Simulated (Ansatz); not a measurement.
```
Sc Al
1.0
     7.09593    0.00000    0.00000
     0.00000   -7.09593    0.00000
     0.00000    0.00000   -4.47081
Sc Al
8 2
Direct
  0.89174 0.70015 0.50000
  0.39174 0.20015 0.00000
  0.20015 0.60826 0.00000
  0.70015 0.10826 0.50000
  0.29985 0.89174 0.50000
  0.79985 0.39174 0.00000
  0.10826 0.29985 0.50000
  0.60826 0.79985 0.00000
  0.50000 0.50000 0.50000
  0.00000 0.00000 0.00000
```

Space group I4/m; a structure generated by program, which may or may not match a known phase; computed without spin polarisation.

Level of theory: Ansatz 0.2.0, DFT PBE, scalar-relativistic, plane waves, PAW.

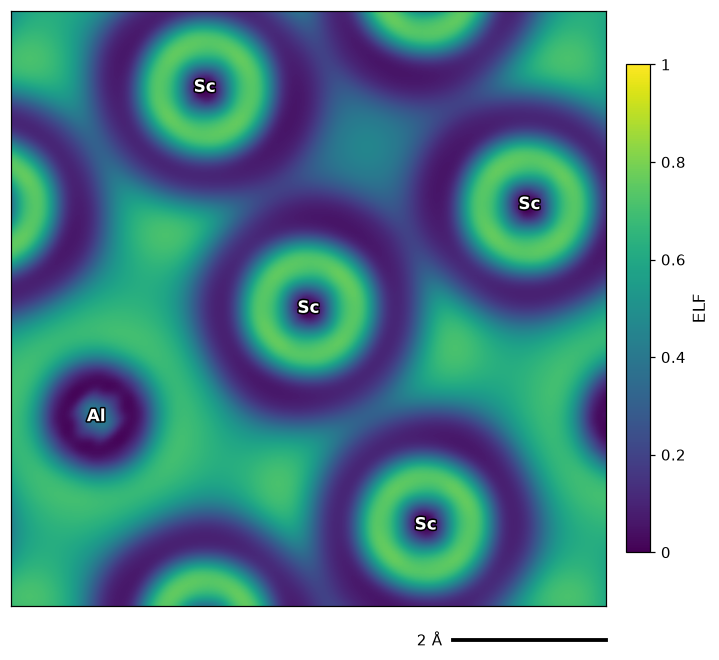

Sc4Al. ELF on the (001) plane of the conventional cell.

In a PAW calculation such maps are meaningful between the atoms, not at the nuclei.

Q: Describe what can be read from this map.

A: The section cuts through Sc and Al sites.
Sc–Al (3.12 Å): the ELF peaks at about 0.65 in the valence shell of Al, 1.1 Å from its nucleus, and is about 0.40 at the midpoint.
Sc–Sc (3.20 Å): the ELF is about 0.25 at the midpoint (no localised pair shows between them).
The ELF has a maximum of about 0.70 in the space between the atoms, 2.0 Å from four Sc atoms, on no atom or two-centre bond.
The features right at Sc lie inside the PAW spheres, where the map follows smoothed inner orbitals and isn't to be read closely.

Q: Does the calculation give a band gap?

A: It is metallic or semimetallic at this level of theory: no gap opens.
